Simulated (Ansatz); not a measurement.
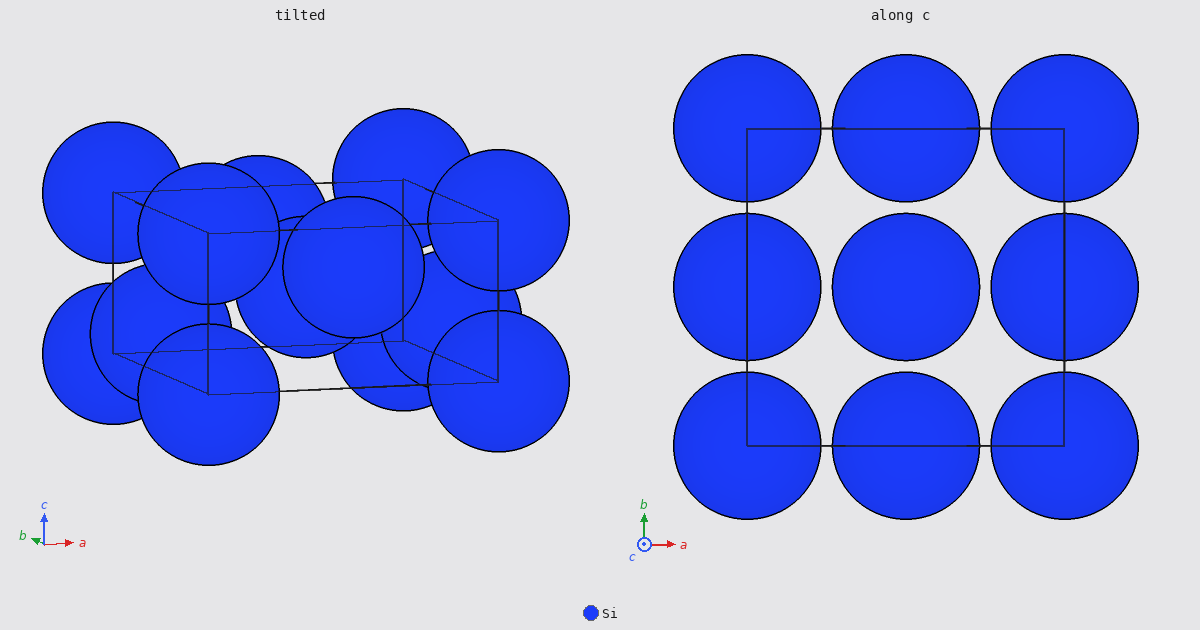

Shown here is a space-filling view of the crystal, taken slightly off an axis and along the c axis. Atoms at the boundary of the conventional unit cell (the box) are drawn once for each face, edge or corner they touch.

Si, space group I4_1/amd (No. 141), a = 4.74 Å, b = 4.74 Å, c = 2.53 Å, α = 90.00°, β = 90.00°, γ = 90.00°.

The calculation: Ansatz 0.2.0, DFT r2SCAN, scalar-relativistic, plane waves, PAW, with 500 eV cutoff, k-points about 0.14 Å⁻¹ apart, Gaussian smearing of 0.15 eV, no spin polarisation.

Is it conducting or gapped at this level?

Answer. A metal: bands cross the Fermi level.

State the hydrostatic pressure.

Answer. The computed pressure is 9.0 GPa (compressed: it would expand). The stress isn't hydrostatic: its largest component is 11.5 GPa.

Provenance: a structure listed in the Materials Project. The cell was then strained or its atoms displaced on purpose. Ansatz was used for an electronic-structure calculation on it.

At this level of theory the run's own cell isn't at rest (compressed, at 9 GPa), so its distances can differ from those at equilibrium, the more so the softer the solid.
